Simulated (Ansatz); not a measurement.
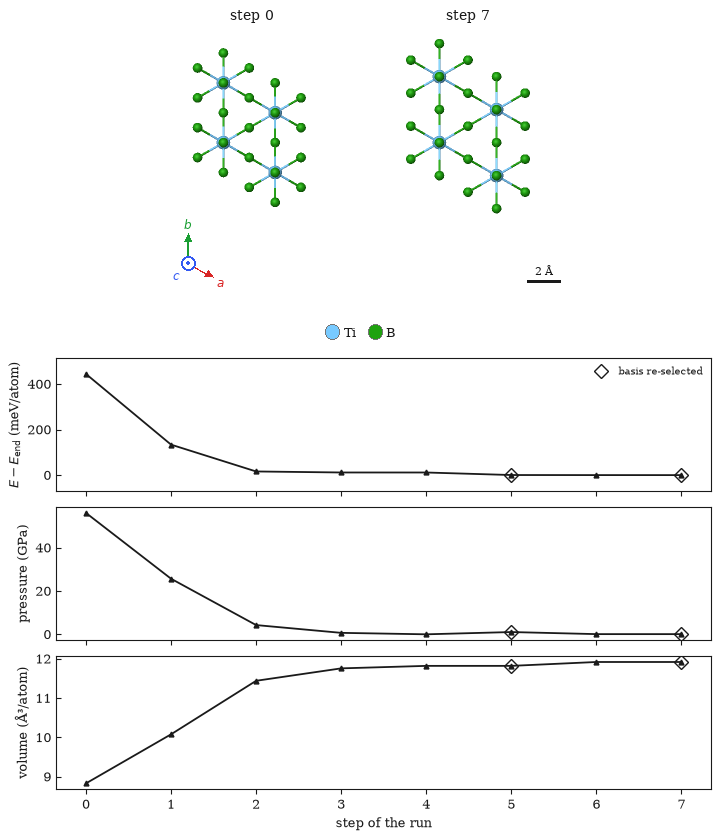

First and last geometry of a relaxation of a crystal of TiB₄ (a generated structure, set up in Im-3m) (coarse preliminary run), with the history of the run. The picture is a ball-and-stick view of the cell of the calculation, seen along the c axis.

Method: DFT PBE, scalar-relativistic, plane waves, PAW in Ansatz 0.2.0.

Input
```yaml
crystal:
  lattice:
    - [-2.22637193, 2.22637193, 2.22637193]
    - [2.22637193, -2.22637193, 2.22637193]
    - [2.22637193, 2.22637193, -2.22637193]
  atoms:
    - { symbol: Ti, position: [0.0, 0.0, 0.0] }
    - { symbol: B, position: [0.0, 0.0, 0.5] }
    - { symbol: B, position: [0.0, 0.5, 0.0] }
    - { symbol: B, position: [0.5, 0.0, 0.0] }
    - { symbol: B, position: [0.5, 0.5, 0.5] }
basis:
  ecutwfc: 420
kpoints:
  mp_grid: { grid: [6, 6, 6] }
hamiltonian:
  xc: pbe
scf:
  occupations: { method: gaussian, width: 0.1 }
  lower_state_search: "off"
output:
  forces: true
  stress: true
  eigenvalues: true
relax:
  adjacent_minimum: "off"
  f_tol: 0.04
  max_steps: 70
  cell: { stress_tol: 0.4 }
```

Run as
```bash
ansatz run input.yaml --threads 1 --pin off --max-ram 2560MiB --backend cpu --events-out ev --progress --plain --runs-dir out
```

Q: Did the run converge, and what did it change?

A: It converged. Over 5 accepted moves (7 points after the start) the energy falls by 444 meV per atom. All forces vanish by symmetry, so only the cell relaxes. The pressure goes from 56.06 to 0.08 GPa. The SCF was repeated twice at an unchanged geometry on a basis and grid sized afresh for the cell, which shifted the energy by 11.1 meV per atom at most. No atom moves by more than 0.005 Å relative to the cell. The volume changes by +35.0 %, with a = b = c 3.856 → 4.262 Å (+10.5 %). Among the contacts that change: Ti1–B2 1.928 → 2.131 Å. The space group stays Im-3m (No. 229).
